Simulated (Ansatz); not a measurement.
The cell of SrCl₂ (Fm-3m). Origin of the cell: the geometry relaxed with DFT, PBEsol, plane waves, PAW in Ansatz.

```
Sr Cl
1.0
     6.90692    0.00000    0.00000
     0.00000    6.90692    0.00000
     0.00000    0.00000    6.90692
Sr Cl
4 8
Direct
  0.00000 0.00000 0.00000
  0.00000 0.50000 0.50000
  0.50000 0.00000 0.50000
  0.50000 0.50000 0.00000
  0.25000 0.25000 0.75000
  0.25000 0.75000 0.75000
  0.25000 0.75000 0.25000
  0.25000 0.25000 0.25000
  0.75000 0.25000 0.25000
  0.75000 0.75000 0.25000
  0.75000 0.75000 0.75000
  0.75000 0.25000 0.75000
```

At each point the valence sum V of a Li+ ion is computed from the anions within 5 Å (s = exp((R0 − d)/b), R0 fitted to published crystal structures with b = 0.37 Å; R0: Li+–Cl 1.904 Å). Points too close to the other cations are excluded (2.3 Å from Sr). Li+ is a guest here, not part of the formula. This is an empirical screen for pathways, not an energy calculation.

**Along which directions could Li+ move by this screen?**

No path opens below 0.7 v.u. These are grid estimates, good to about 0.1 v.u.

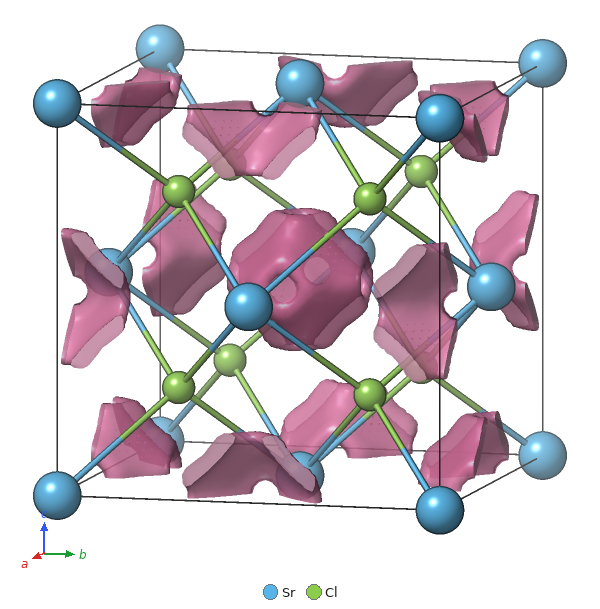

Bond-valence mismatch map for Li+ in SrCl$_{2}$ (Fm-3m, No. 225): the pink surface encloses the points where |V − 1| < 0.15 v.u. (1×1×1 cells, view slightly off an axis). Pale faces close the region where the drawn box cuts it.
